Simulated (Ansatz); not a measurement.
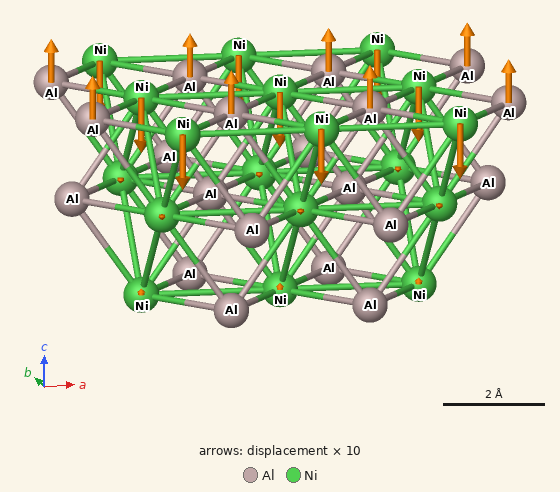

A relaxation of a slab of composition AlNi (cut from the Pm-3m phase). The starting structure is drawn; orange arrows show the displacements, 10 times their true length.

The picture is a ball-and-stick view of the atoms within 5.0 Å of the atom that moves most (axes of the 3 × 2 repeat of the cell, outlined in the plane, without the vacuum), seen slightly off an axis.

Case: (1 1 0) slab, atoms relaxed. The slab is the (1 1 0) face of AlNi.

All numbers below come from Ansatz 0.2.0, DFT LDA, scalar-relativistic, plane waves, PAW.

Input file:
```yaml
crystal:
  lattice:
    - [2.8327472907, 0.0, 0.0]
    - [0.0, 4.0061096373, 0.0]
    - [0.0, 0.0, 25.0152740932]
  atoms:
    - { symbol: Al, position: [0.5, 0.0, 0.2998168228] }
    - { symbol: Ni, position: [0.0, 0.5, 0.2998168228] }
    - { symbol: Al, position: [0.5, 0.5, 0.3798900937] }
    - { symbol: Ni, position: [0.0, 0.0, 0.3798900937] }
    - { symbol: Al, position: [0.5, 0.0, 0.4599633646] }
    - { symbol: Ni, position: [0.0, 0.5, 0.4599633646] }
    - { symbol: Al, position: [0.5, 0.5, 0.5400366354] }
    - { symbol: Ni, position: [0.0, 0.0, 0.5400366354] }
    - { symbol: Al, position: [0.5, 0.0, 0.6201099063] }
    - { symbol: Ni, position: [0.0, 0.5, 0.6201099063] }
    - { symbol: Al, position: [0.5, 0.5, 0.7001831772] }
    - { symbol: Ni, position: [0.0, 0.0, 0.7001831772] }
basis:
  ecutwfc: 420
kpoints:
  mp_grid: { grid: [12, 9, 1] }
hamiltonian:
  xc: lda
scf:
  occupations: { method: gaussian, width: 0.1 }
output:
  forces: true
  eigenvalues: true
  write_density: true
  write_potential: true
  elf: true
  volumetric_format: npy
relax:
  adjacent_minimum: "off"
  f_tol: 0.02
  max_steps: 60
efield:
  axis: 3
  dipole_correction: true
  ramp_width: 0.04
```

Run as
```bash
ansatz run input.yaml --threads 4 --pin off --max-ram 8192MiB --backend cpu --events-out ev --progress --plain --runs-dir out
```

What did the optimiser do to the structure, and how much energy did it gain?

The largest moves relative to the layer's centre, 0.11 Å, are those of Ni2 and Ni12. Ni12 goes along the normal (−c). Largest moves by element: Ni 0.11 Å, Al 0.09 Å. The lattice vectors keep their values. Near-neighbour distances that change, for instance: Al9–Ni12 2.453 → 2.359 Å, Ni10–Al11 2.453 → 2.535 Å, Ni10–Ni12 2.833 → 2.762 Å, Ni8–Ni10 2.833 → 2.816 Å. Among the angles between lasting bonds that change: Ni12–Al11–Ni12 180.0° → 170.6°, Ni10–Al11–Ni12 109.5° → 104.7°, Ni10–Al11–Ni12 70.5° → 67.1°. After 4 geometry steps the energy has fallen by 0.150 eV per cell of the calculation. Largest force component: 0.78 eV/Å at the start, 0.0031 eV/Å at the end. The run took 6.3 min on 4 threads of AMD EPYC (Zen 3) (shared host), peak memory 1.1 GiB.
